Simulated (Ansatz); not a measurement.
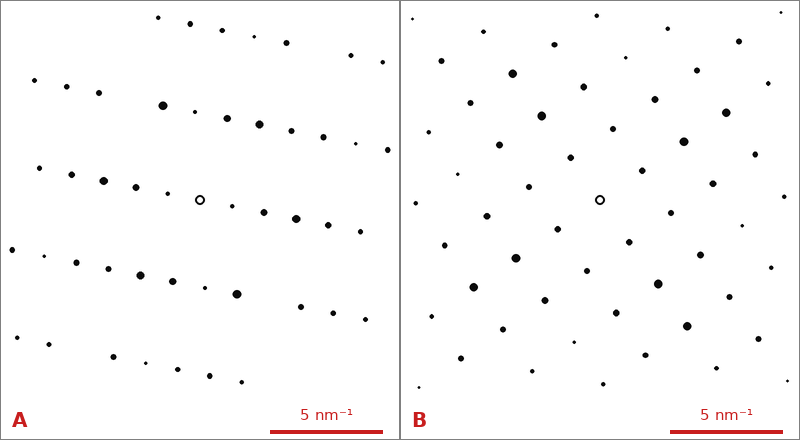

Kinematic electron diffraction patterns (200 kV, B = 0.5 Å², same scale, each along a low-index zone) of two structures of composition BAs, each relaxed at zero pressure with Ansatz 0.2.0, DFT PBE, scalar-relativistic, plane waves, PAW.

The structures (standard cells):
1. I4/mcm (No. 140), a = 6.147 Å, c = 5.858 Å, 16 atoms; generated start, possibly hypothetical
2. R-3m (No. 166), a = 3.006 Å, c = 20.372 Å (hexagonal axes), 12 atoms; generated start, possibly hypothetical

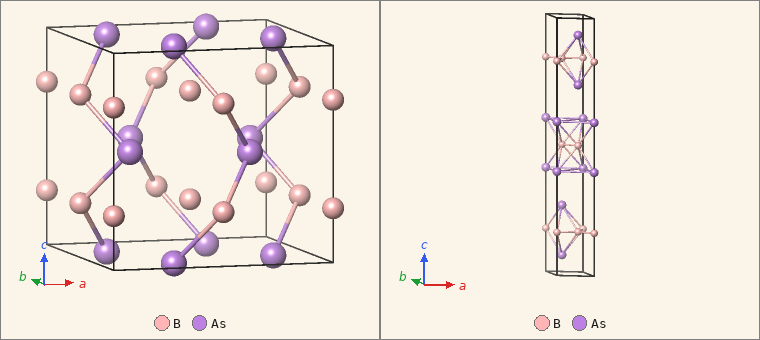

Drawings of the structures 1 to 2, from left to right (each may span several cells).

**Which pattern belongs to which structure, and along which zone?**

A is structure 2 along [100] or an equivalent direction: oblique net of 0 0 3 at d = 6.79 Å and 0 -1 1 at d = 2.58 Å, 82.7° apart (some points of this net are extinct or too weak to see). B is structure 1 along [001]: square net of 1 -1 0 at d = 4.35 Å and 1 1 0 at d = 4.35 Å, 90.0° apart.

**Rank the structures by their computed energy.**

Structure 2 (R-3m, 13.28 Å³ an atom) is the lowest of these; structure 1 (I4/mcm, 13.83 Å³ an atom) lies about 530 meV an atom higher. These are static energies at 0 K; other structures, not shown, may lie lower still.
